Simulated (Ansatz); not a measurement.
## Run report: Ru, geometry relaxation (part 2 of 2)

The same run, continued: Ru (2 atoms in the cell); DFT PBE, scalar-relativistic, plane waves, PAW, no spin polarisation (Ansatz 0.2.0); cutoff 420 eV, 18×18×10 k-mesh, Gaussian smearing of 0.1 eV. The structure derives from an entry of the Crystallography Open Database.

Geometry of the input (Å; fractional positions):
```
2.7058  0.0000  0.0000
-1.3529  2.3433  0.0000
0.0000  0.0000  4.2819
Ru 0.3333  0.6667  0.2500
Ru 0.6667  0.3333  0.7500
```

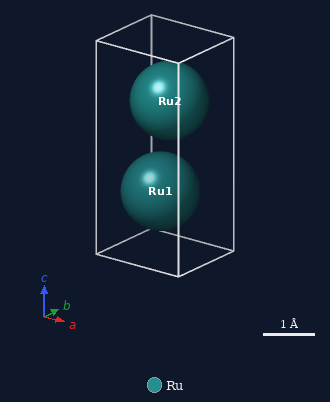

**Figure 1.** The geometry at step 2 of the log (spheres-only view of the cell of the calculation, seen slightly off an axis; atoms are numbered from 1 in the order of the input).

## The program's output, continued
```
SCF iter   1: F=—  HF=-11757.380256 eV  |F-HF|=—  |Δ(HF+E_count)|=         —  Δρ=1.14e-3  dr2=2.90e-4  ethr=1.03e-6  ⟨swp⟩=2.0  Hψ=22943  notcnv=0
preconditioner: auto → none  [metal: Δε(μ)=0.001 eV  Ē_g=5.732 eV  σ=0.100 eV  W_gap=0.01  n_scr=8 (ndim 8)  ℏωp=28.3 eV  f_vac=0.000  D(μ)=1.86/eV (n_scr^D=22)]
SCF iter   2: F=—  HF=-11757.380199 eV  |F-HF|=—  |Δ(HF+E_count)|=   5.67e-5  Δρ=4.71e-4  dr2=2.28e-5  ethr=9.05e-7  ⟨swp⟩=2.0  Hψ=6111  notcnv=0
SCF iter   3: F=—  HF=-11757.380167 eV  |F-HF|=—  |Δ(HF+E_count)|=   3.24e-5  Δρ=1.46e-4  dr2=2.45e-6  ethr=7.11e-8  ⟨swp⟩=1.0  Hψ=4440  notcnv=0
SCF iter   4: F=—  HF=-11757.380168 eV  |F-HF|=—  |Δ(HF+E_count)|=   7.05e-7  Δρ=1.05e-5  dr2=5.73e-9  ethr=7.66e-9  ⟨swp⟩=2.2  Hψ=7891  notcnv=0
SCF iter   5: F=—  HF=-11757.380168 eV  |F-HF|=—  |Δ(HF+E_count)|=   4.29e-9  Δρ=1.19e-6  dr2=1.95e-10  ethr=1.79e-11  ⟨swp⟩=2.0  Hψ=6559  notcnv=0
SCF iter   6: F=-11757.380168 eV  HF=-11757.380168 eV  |F-HF|=0.00e0  |Δ(HF+E_count)|=  6.37e-11  Δρ=2.58e-7  dr2=3.52e-12  ethr=1.00e-12  ⟨swp⟩=5.7  Hψ=20388  notcnv=0
SCF 3 converged in 6 iterations: F = -11757.380168 eV  dr2 = 3.52e-12
relax step   3: F+E_penalty+E_count = -11757.38016757 eV  Δ(F+E_penalty+E_count) = -5.113e-3 eV  max|allowed force component| = 9.021e-17 eV/Å  Δτ_max = 0.0000 Å  P = -0.123 GPa  Ω = 27.542 Å³  energy of the carried Pulay correction = -1.776e-4 eV  (6 SCF iters, accepted)
Crystal: 2 atoms, lattice volume = 27.531 Å³
iter 1 solved again at ethr=6.65e-10 eV; its pass at ethr=3.10e-3 eV (dr2=2.13e-7 eV) is discarded
SCF iter   1: F=—  HF=-11757.380212 eV  |F-HF|=—  |Δ(HF+E_count)|=         —  Δρ=3.16e-5  dr2=2.20e-7  ethr=6.65e-10  ⟨swp⟩=2.1  Hψ=22259  notcnv=0
preconditioner: auto → none  [metal: Δε(μ)=0.004 eV  Ē_g=5.731 eV  σ=0.100 eV  W_gap=0.02  n_scr=8 (ndim 8)  ℏωp=28.3 eV  f_vac=0.000  D(μ)=1.86/eV (n_scr^D=22)]
iter 2 did not close the SCF: its close was put off for the readings that it lacked (scf_convergence_deferred on its scf_iter line)
SCF iter   2: F=-11757.380177 eV  HF=-11757.380177 eV  |F-HF|=1.73e-9  |Δ(HF+E_count)|=   3.52e-5  Δρ=1.34e-5  dr2=1.87e-8  ethr=6.65e-10  ⟨swp⟩=2.1  Hψ=6275  notcnv=0
iter 3 did not close the SCF: its close was put off for the readings that it lacked (scf_convergence_deferred on its scf_iter line)
SCF iter   3: F=-11757.380177 eV  HF=-11757.380177 eV  |F-HF|=1.22e-10  |Δ(HF+E_count)|=   1.72e-9  Δρ=3.93e-6  dr2=1.95e-9  ethr=5.85e-11  ⟨swp⟩=1.4  Hψ=5168  notcnv=0
iter 4 did not close the SCF: its close was put off for the readings that it lacked (scf_convergence_deferred on its scf_iter line)
SCF iter   4: F=-11757.380177 eV  HF=-11757.380177 eV  |F-HF|=7.28e-12  |Δ(HF+E_count)|=  3.57e-10  Δρ=3.20e-7  dr2=6.83e-12  ethr=6.09e-12  ⟨swp⟩=2.5  Hψ=7365  notcnv=0
iter 5 did not close the SCF: its close was put off for the readings that it lacked (scf_convergence_deferred on its scf_iter line)
SCF iter   5: F=-11757.380177 eV  HF=-11757.380177 eV  |F-HF|=3.64e-12  |Δ(HF+E_count)|=  7.28e-12  Δρ=4.26e-8  dr2=3.06e-13  ethr=1.00e-12  ⟨swp⟩=1.0  Hψ=4444  notcnv=0
SCF iter   6: F=-11757.380177 eV  HF=-11757.380177 eV  |F-HF|=3.64e-12  |Δ(HF+E_count)|=  3.64e-12  Δρ=5.07e-9  dr2=2.12e-15  ethr=1.00e-12  ⟨swp⟩=3.1  Hψ=16937  notcnv=0
SCF 4 converged in 6 iterations: F = -11757.380177 eV  dr2 = 2.12e-15
relax step   4: F+E_penalty+E_count = -11757.38017693 eV  Δ(F+E_penalty+E_count) = -9.353e-6 eV  max|allowed force component| = 1.850e-17 eV/Å  Δτ_max = 0.0000 Å  P = -0.003 GPa  Ω = 27.531 Å³  energy of the carried Pulay correction = -1.728e-4 eV  (6 SCF iters, accepted)
Initial wavefunctions: pseudopotential atomic-orbital guess (no wavefunctions were taken with the density)
iter 1 solved again at ethr=1.31e-8 eV; its pass at ethr=3.10e-3 eV (dr2=4.20e-6 eV) is discarded
SCF iter   1: F=—  HF=-11757.380372 eV  |F-HF|=—  |Δ(HF+E_count)|=         —  Δρ=4.07e-5  dr2=7.36e-8  ethr=1.31e-8  ⟨swp⟩=3.0  Hψ=31265  notcnv=0
SCF iter   2: F=—  HF=-11757.380337 eV  |F-HF|=—  |Δ(HF+E_count)|=   3.52e-5  Δρ=1.91e-5  dr2=1.39e-8  ethr=2.30e-10  ⟨swp⟩=2.4  Hψ=7839  notcnv=0
SCF iter   3: F=—  HF=-11757.380337 eV  |F-HF|=—  |Δ(HF+E_count)|=   1.15e-8  Δρ=3.10e-6  dr2=8.47e-10  ethr=4.35e-11  ⟨swp⟩=2.6  Hψ=7822  notcnv=0
SCF iter   4: F=—  HF=-11757.380337 eV  |F-HF|=—  |Δ(HF+E_count)|=  2.51e-10  Δρ=5.56e-7  dr2=2.15e-11  ethr=2.65e-12  ⟨swp⟩=2.5  Hψ=7952  notcnv=0
iter 5 did not close the SCF: its close was put off for the readings that it lacked (scf_convergence_deferred on its scf_iter line)
SCF iter   5: F=-11757.380337 eV  HF=-11757.380337 eV  |F-HF|=3.64e-12  |Δ(HF+E_count)|=  2.18e-11  Δρ=5.24e-8  dr2=3.93e-13  ethr=1.00e-12  ⟨swp⟩=1.0  Hψ=4440  notcnv=0
iter 6 did not close the SCF: its close was put off for the readings that it lacked (scf_convergence_deferred on its scf_iter line)
SCF iter   6: F=-11757.380337 eV  HF=-11757.380337 eV  |F-HF|=3.64e-12  |Δ(HF+E_count)|=    0.00e0  Δρ=1.48e-8  dr2=1.38e-14  ethr=1.00e-12  ⟨swp⟩=1.0  Hψ=4440  notcnv=0
iter 7 did not close the SCF: its close was put off for the readings that it lacked (scf_convergence_deferred on its scf_iter line)
SCF iter   7: F=-11757.380337 eV  HF=-11757.380337 eV  |F-HF|=3.64e-12  |Δ(HF+E_count)|=    0.00e0  Δρ=4.25e-9  dr2=1.13e-15  ethr=1.00e-12  ⟨swp⟩=1.0  Hψ=4440  notcnv=0
iter 8 did not close the SCF: its close was put off for the readings that it lacked (scf_convergence_deferred on its scf_iter line)
SCF iter   8: F=-11757.380337 eV  HF=-11757.380337 eV  |F-HF|=0.00e0  |Δ(HF+E_count)|=  1.82e-12  Δρ=5.52e-10  dr2=4.22e-17  ethr=1.00e-12  ⟨swp⟩=1.0  Hψ=4440  notcnv=0
SCF iter   9: F=-11757.380337 eV  HF=-11757.380337 eV  |F-HF|=0.00e0  |Δ(HF+E_count)|=    0.00e0  Δρ=1.15e-10  dr2=6.73e-19  ethr=1.00e-12  ⟨swp⟩=2.0  Hψ=10631  notcnv=0
SCF 5 converged in 9 iterations: F = -11757.380337 eV  dr2 = 6.73e-19
relax step   5: F+E_penalty+E_count = -11757.38033703 eV  Δ(F+E_penalty+E_count) = -1.601e-4 eV  max|allowed force component| = 2.082e-17 eV/Å  Δτ_max = 0.0000 Å  P = -0.012 GPa  Ω = 27.531 Å³  stress off target by 1.45e-2 GPa  SCF on the basis re-selected at this cell (its energy is not comparable with the rows above)  (9 SCF iters)
basis re-selected at this cell: Δ(F+E_penalty+E_count) = -1.601e-4 eV, ΔP = -0.009 GPa vs the last step (what re-selecting the basis moved, of the pressure what is left beyond the Pulay correction that the steps carried, after the strain that the cell walked since its last selection, with what the two solves' SCF thresholds leave and, on support functions, any second-order correction that the steps lacked; it is no measure of the basis error at this ecutwfc). This SCF's stress stands 1.45e-2 GPa from its target on what of the cell is left free (relax.cell.stress_tol is 5.00e-2 GPa) and its largest allowed force component is 2.08e-17 eV/Å (relax.f_tol is 5.00e-3 eV/Å): within both
SCF converged after 9 iterations
Free energy (F): -11757.380337 eV
Harris-Foulkes:  -11757.380337 eV  (|F-HF|=0.00e0)
Internal energy: -11757.371024 eV  (E = F + TS)
E sigma→0 (E₀):  -11757.375680 eV
Entropy (-TS):   -0.009313 eV (-4.657 meV/atom)
Fermi energy:    23.122662 eV
--- Per-component energies (eV) ---
  E_band       = -117.383428
  E_kinetic    = 1027.723403
  E_local      = -2544.352838  (includes V_loc(G=0)·N_el)
  E_nonlocal   = 685.826578
  E_hartree    = 817.429826
  E_xc         = -381.015115
  E_vxc        = -478.347623  (∫ρ·V_xc dr)
  E_paw        = -6921.305855  (= ΣΔE_a)
  E_vpaw       = -443.092223  (= ΣTr[D̂ρ^β])
  E_aug_tail   = -0.000378  (compensation charges beyond the density's cutoff)
  E_ewald      = -4441.676646
  E_smearing   = -0.009313  (= −TS)
  E_closure    = -0.000000  (closes the sum)
  Σ components = -11757.380337   (vs F -11757.380337, Δ=0.00e0)
--- Forces (eV/Å), atoms counted from 1 ---
  atom   1  Ru     0.00000000     0.00000000    -0.00000000
  atom   2  Ru    -0.00000000    -0.00000000     0.00000000
  max |Σ_I F_I| component: 4.63e-18 eV/Å
--- Stress (GPa, compression-positive) ---
       -0.014477       0.000000       0.000000
       -0.000000      -0.014477       0.000000
        0.000000       0.000000      -0.007876
  P = ⅓ Tr σ = -0.0123 GPa (-0.123 kbar)
--- Band table (eV; the first three rows and the last of 222) ---
  k-point 0: bands = ["-49.9763", "-49.7812", "-20.4435", "-19.5488", "-19.5488", "-19.3840", "-19.3840", "-19.3433", "15.2245", "17.0328", "20.5849", "20.5849", "20.7736", "21.2555", "21.2555", "21.7533", "21.7533", "24.2891", "24.2891", "24.4235"]
  k-point 1: bands = ["-49.9716", "-49.7861", "-20.4178", "-19.5448", "-19.5448", "-19.3880", "-19.3880", "-19.3715", "15.3357", "17.0694", "20.5155", "20.5155", "20.7181", "21.1894", "21.1894", "21.9095", "21.9095", "24.0454", "24.2960", "24.2960"]
  k-point 2: bands = ["-49.9579", "-49.8001", "-20.3427", "-19.5332", "-19.5332", "-19.4530", "-19.3999", "-19.3999", "15.6566", "17.1670", "20.3943", "20.3943", "20.5702", "21.0172", "21.0172", "22.2825", "22.2825", "23.1295", "24.2874", "24.2874"]
  k-point 221: bands = ["-49.7673", "-49.7673", "-20.2110", "-20.2110", "-19.9566", "-19.9566", "-19.5319", "-19.5319", "18.5216", "18.5216", "19.0941", "19.0941", "20.4599", "20.4599", "21.9718", "21.9718", "24.3287", "24.3287", "31.4426", "31.4426"]
--- Relaxed structure (4 steps of the walk, 3 accepted, 1 SCFs on fresh bases) ---
  F+E_penalty+E_count = -11757.38033703 eV   max|allowed force component| = 2.082e-17 eV/Å   (the final SCF, on the basis selected at the relaxed cell)
  cell:  # Å, volume = 27.5308 Å³
    - [2.7200250912739947, 0.0, 5.779568441383248e-35]
    - [-1.3600125456369974, 2.3556108279743655, 3.7852495073842086e-19]
    - [4.573053091312618e-34, 6.916791874052219e-19, 4.296769496495479]
  atoms:
    - { symbol: Ru, position: [0.33333333333333337, 0.6666666666666667, 0.25] }
    - { symbol: Ru, position: [0.6666666666666666, 0.33333333333333337, 0.75] }
```

## Trajectory as extended XYZ (Å, eV, eV/Å), 5 frames, from step=1 to step=5
```
2
Lattice="2.7058 0.0000 0.0000 -1.3529 2.3433 0.0000 0.0000 0.0000 4.2819" Properties=species:S:1:pos:R:3:forces:R:3 step=1 energy=-11757.37505 pressure_GPa=4.47
Ru    0.0000    1.5622    1.0705    0.0000   0.0000   0.0000
Ru    1.3529    0.7811    3.2114    0.0000   0.0000   0.0000
2
Lattice="2.7353 0.0000 0.0000 -1.3677 2.3689 0.0000 0.0000 0.0000 4.3116" Properties=species:S:1:pos:R:3:forces:R:3 step=2 energy=-11757.37426 pressure_GPa=-4.39 accepted=F
Ru    0.0000    1.5793    1.0779    0.0000   0.0000   0.0000
Ru    1.3677    0.7896    3.2337    0.0000   0.0000   0.0000
2
Lattice="2.7205 0.0000 0.0000 -1.3602 2.3560 0.0000 0.0000 0.0000 4.2970" Properties=species:S:1:pos:R:3:forces:R:3 step=3 energy=-11757.38017 pressure_GPa=-0.12
Ru    0.0000    1.5707    1.0742    0.0000   0.0000   0.0000
Ru    1.3602    0.7853    3.2227    0.0000   0.0000   0.0000
2
Lattice="2.7200 0.0000 0.0000 -1.3600 2.3556 0.0000 0.0000 0.0000 4.2968" Properties=species:S:1:pos:R:3:forces:R:3 step=4 energy=-11757.38018 pressure_GPa=-0.00
Ru    0.0000    1.5704    1.0742    0.0000   0.0000   0.0000
Ru    1.3600    0.7852    3.2226    0.0000   0.0000   0.0000
2
Lattice="2.7200 0.0000 0.0000 -1.3600 2.3556 0.0000 0.0000 0.0000 4.2968" Properties=species:S:1:pos:R:3:forces:R:3 step=5 energy=-11757.38034 pressure_GPa=-0.01
Ru    0.0000    1.5704    1.0742    0.0000   0.0000   0.0000
Ru    1.3600    0.7852    3.2226    0.0000   0.0000   0.0000
```

## Summary

```json
{"quantity": "outcome", "value": "converged"}
{"quantity": "space group (tolerance 0.01 Å)", "value": "P6₃/mmc (194)"}
{"quantity": "electrons treated", "value": "32"}
{"quantity": "free energy", "value": "−11757.3803 eV"}
{"quantity": "Fermi energy", "value": "23.123 eV"}
{"quantity": "gap on the k-point mesh", "value": "none (metallic)"}
{"quantity": "pressure", "value": "−0.01 GPa"}
{"quantity": "final volume", "value": "27.53 Å³"}
{"quantity": "largest force (length of the vector) at the end", "value": "under 0.001 eV/Å"}
{"quantity": "final cell", "value": "a = 2.720 Å, b = 2.720 Å, c = 4.297 Å, α = 90.00°, β = 90.00°, γ = 120.00°"}
{"quantity": "hardware", "value": "2 threads of Intel Xeon @ 2.50GHz (Skylake/Cascade Lake), 189 GiB of memory available, shared host"}
{"quantity": "wall time", "value": "91 s (CPU time 79 s)"}
{"quantity": "peak memory", "value": "0.42 GiB"}
```
